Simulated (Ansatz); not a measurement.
Consider HfSiO4.

```
Hf Si O
1.0
    10.15045    0.00000   -0.34763
     0.00000    2.97854    0.00000
    -2.47868    0.00000    4.54464
Hf Si O
2 2 8
Direct
  0.00000 0.50000 0.50000
  0.50000 0.00000 0.50000
  0.00000 0.00000 0.00000
  0.50000 0.50000 0.00000
  0.10724 0.50000 0.24357
  0.60724 0.00000 0.24357
  0.10325 0.00000 0.81217
  0.60325 0.50000 0.81217
  0.39276 0.00000 0.75643
  0.89276 0.50000 0.75643
  0.39675 0.50000 0.18783
  0.89675 0.00000 0.18783
```

Space group C2/m; a structure from a database of computed crystals, not necessarily the ambient phase; started from the CaPbI4-12 prototype, which need not be the ambient phase.

These are results of DFT, r2SCAN+rVV10, plane waves, PAW in Ansatz, not measurements.

Question: What will maps of the valence pseudo-density and electron localisation function show?

Answer: Si–O (1.76 Å): ρ is about 0.96 e/Å³ halfway; the ELF peaks at about 0.85 between the atoms.
Hf–O (2.10 Å): the density is about 0.76 e/Å³ at the midpoint; the ELF peaks at about 0.85 in the valence shell of O, 0.6 Å from its nucleus, and drops to about 0.20 between the two atoms: no localised pair shows between them.

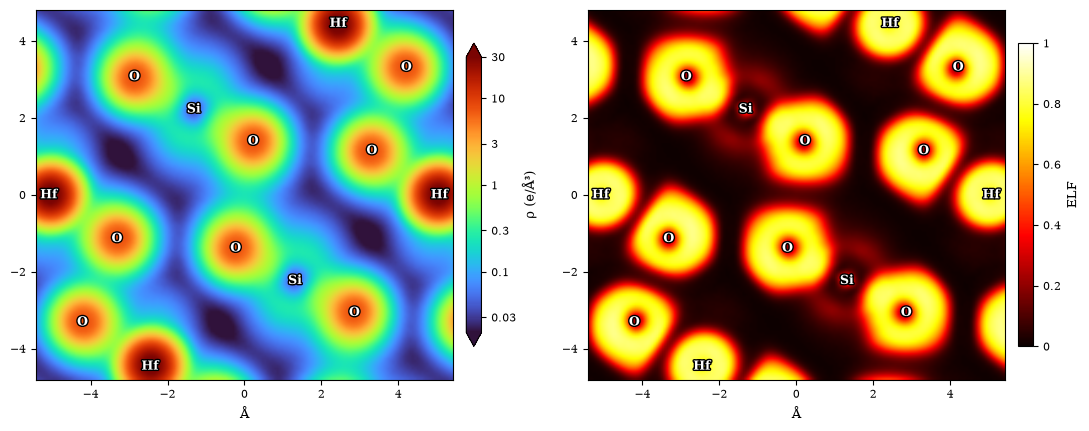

Computed valence pseudo-density and electron localisation function on the (010) plane of the conventional cell, in this order. 

In a PAW calculation such maps are meaningful between the atoms, not at the nuclei.
